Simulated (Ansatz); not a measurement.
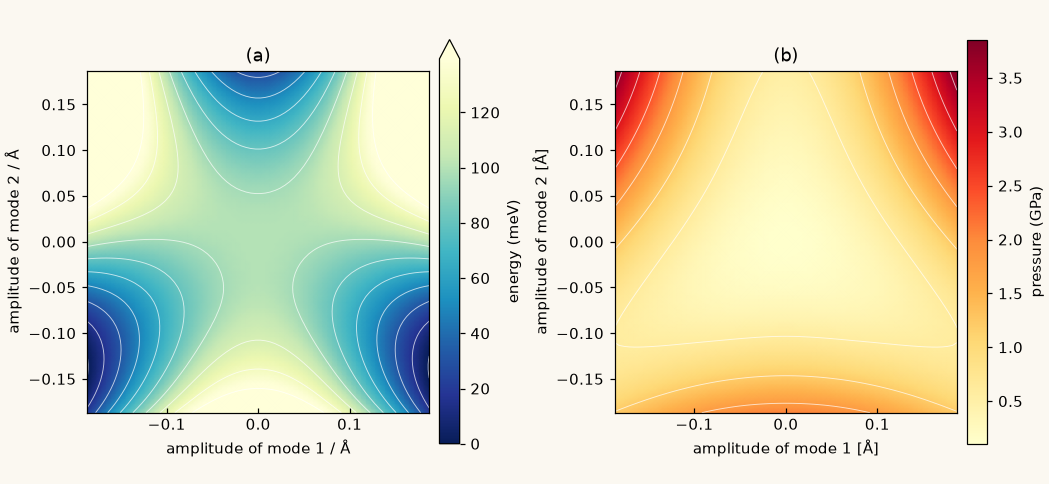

Pt (P6_3/mmc, No. 194; 4 atoms in the cell). The energy is mapped over two normal modes frozen in (zone-centre modes of the 4-atom cell of this scan, which folds in the wave vector (0, 0, 1/2) of the primitive cell). Coordinates scanned: (1) amplitude of mode 1 (22i cm⁻¹), largest displacement; (2) amplitude of mode 2 (22i cm⁻¹), largest displacement. Nothing is relaxed (the cell and all other modes fixed). The grid has 7 × 7 points; 28 points were computed and 21 follow by symmetry. Points are written as (first, second). Energies are in meV per cell, from the lowest grid point. These are results of DFT PBE, scalar-relativistic, plane waves, PAW (Ansatz), not measurements. Settings: cutoff 420 eV, k-mesh 18×18×6 in the order of the run's cell vectors, gaussian smearing 0.15 eV, no spin polarisation.

Panel (a) is the energy and panel (b) the computed pressure on the same grid.

The picture shows a smooth colour map with a few white contour lines, one colour for all values above the top of the scale. Between grid points the surface is interpolated.

> How does the pressure vary over the map, and what is it at the lowest grid point?

It runs from 0.10 GPa at (0.000 Å, 0.000 Å) to 3.86 GPa at (−0.187 Å, 0.187 Å). At the lowest grid point, (−0.187 Å, −0.125 Å), it is 0.64 GPa. That point lies on the edge of the scan.

PAW datasets: the set soft_1.
